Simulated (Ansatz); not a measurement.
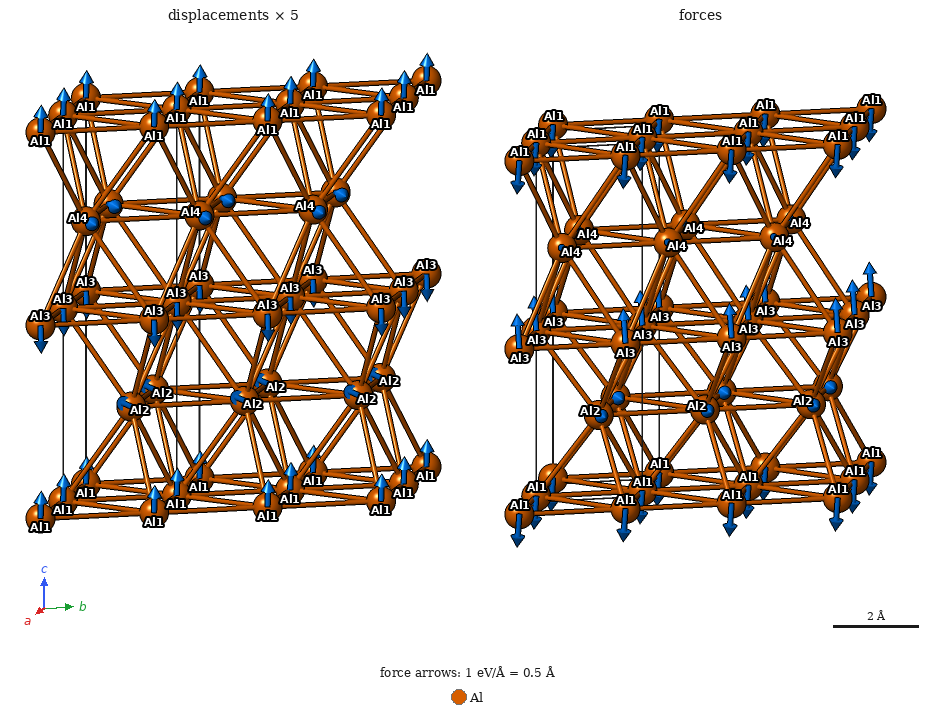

Left: a symmetric starting cell of Al, with blue arrows for the displacements applied to it (without the part that the change of the cell carries along). Right: the displaced structure with the computed forces. Besides, the cell is strained by +6.3 % along [2 1 0], −6.5 % along b, −8.5 % along c (volume −9.1 %). The picture is a ball-and-stick view of the cell of the calculation, repeated 2 × 3 × 1 with one cell outlined, seen slightly off an axis.

All numbers below come from Ansatz 0.2.0, DFT PBE, scalar-relativistic, plane waves, PAW. Set-up: plane-wave cutoff 420 eV; k-point mesh 16 × 16 × 6; occupations gaussian; smearing width 0.1 eV; no spin polarisation.

### Where do the forces point?

Atoms are displaced by up to 0.17 Å (root mean square over those that move 0.15 Å) relative to the cell: Al2 0.17 Å along [−2 −1 0]. No relaxation follows. The starting cell wasn't computed here and needn't be at equilibrium, so pressure and forces aren't due to the change alone. The pressure is 19.5 GPa (not all of it need come from the change, since the unchanged cell can be under pressure at this level too). The principal stresses (compression positive) are 29.1 GPa along c, 23.9 GPa along b, 5.6 GPa along [2 1 0]. The largest forces, 1.7 eV/Å, act on Al1 and Al3; on Al1 it points along [−1 0 −2]. The forces mostly point back along the displacements (cosine −0.86). Near-neighbour distances before and after: Al–Al 2.822 → 2.465 to 2.919 Å. The space group (tolerance 0.01 Å) goes from P6_3/mmc (No. 194) to Amm2 (No. 38).
